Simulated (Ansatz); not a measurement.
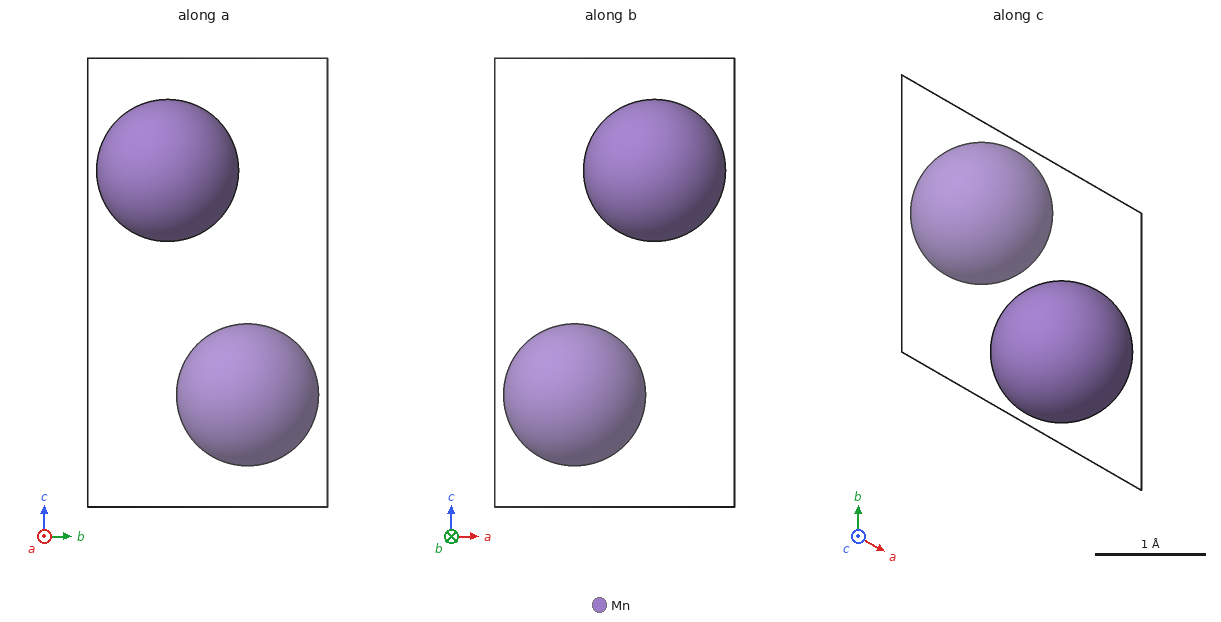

Crystal structure, spheres-only style, seen along the a axis, along the b axis and along the c axis. The edges of the conventional unit cell are marked.

Lattice parameters: a = 2.518 Å, b = 2.518 Å, c = 4.080 Å, α = 90.00°, β = 90.00°, γ = 120.00°. Put a along x and b in the xy plane.

Convert the drawing into a POSCAR file.

Answer.
```
Mn
1.0
     2.518    0.000    0.000
    -1.259    2.181    0.000
     0.000    0.000    4.080
Mn
2
Direct
  0.3333 0.6667 0.2500
  0.6667 0.3333 0.7500
```

Its origin is a structure type filled with this element by a generator (whether the element takes this form wasn't checked). The final geometry of a relaxation with DFT, BLYP, plane waves (420 eV) with PAW, scalar-relativistic (Ansatz 0.2.0) is shown.
